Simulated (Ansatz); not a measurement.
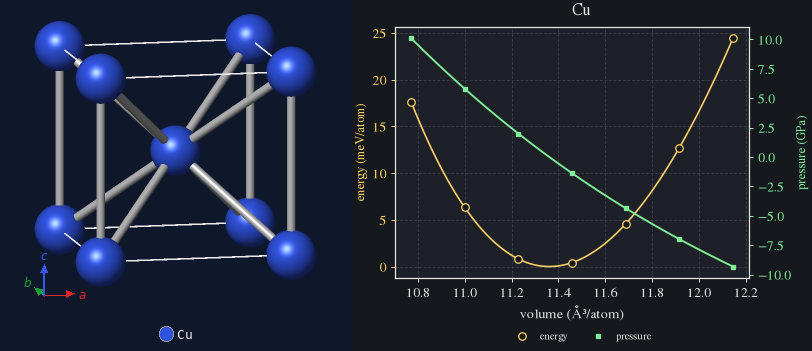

Plotted: energy and pressure against volume for Cu, space group I4/mmm (No. 139). The conventional cell is drawn beside the plot.

Structure:
```xyz
1
Lattice="-1.4428 1.4428 1.3761 1.4428 -1.4428 1.3761 1.4428 1.4428 -1.3761" Properties=species:S:1:pos:R:3 pbc="T T T"
Cu    0.0000    0.0000    0.0000
```

Method: all-electron LAPW DFT, no spin polarisation; energies at scaled volumes of the given cell, shape and fractions fixed, counted from the fit's minimum, third-order Birch-Murnaghan fit (Ansatz 0.2.0). Level: PBEsol.

| setting | value |
| --- | --- |
| k mesh | 13×13×13 |
| occupations | Fermi–Dirac |
| smearing width | 0.05 eV |
| potentials | all electron LAPW, scalar relativistic |
| program settings | basis error eV/atom 0.001 |

How stiff is the solid, and where is its volume at rest?

A third-order Birch–Murnaghan fit gives V0 = 11.36 Å³/atom, B0 = 165 GPa and B′ = 5.1.

What does the pressure do across the range?

It falls from 10.10 GPa at volume 10.77 Å³/atom to −9.32 GPa at 12.15 Å³/atom, and changes sign near 11.36 Å³/atom.

Limits of the calculation: shape and atomic fractions are frozen while scaling, which makes layered, chain and framework solids too stiff.

The computed values:

| volume (Å³/atom) | energy (meV/atom) | pressure (GPa) |
| --- | --- | --- |
| 10.77 | 17.63 | 10.10 |
| 11.00 | 6.32 | 5.80 |
| 11.23 | 0.81 | 1.99 |
| 11.46 | 0.42 | −1.38 |
| 11.69 | 4.57 | −4.36 |
| 11.92 | 12.72 | −6.99 |
| 12.15 | 24.43 | −9.32 |
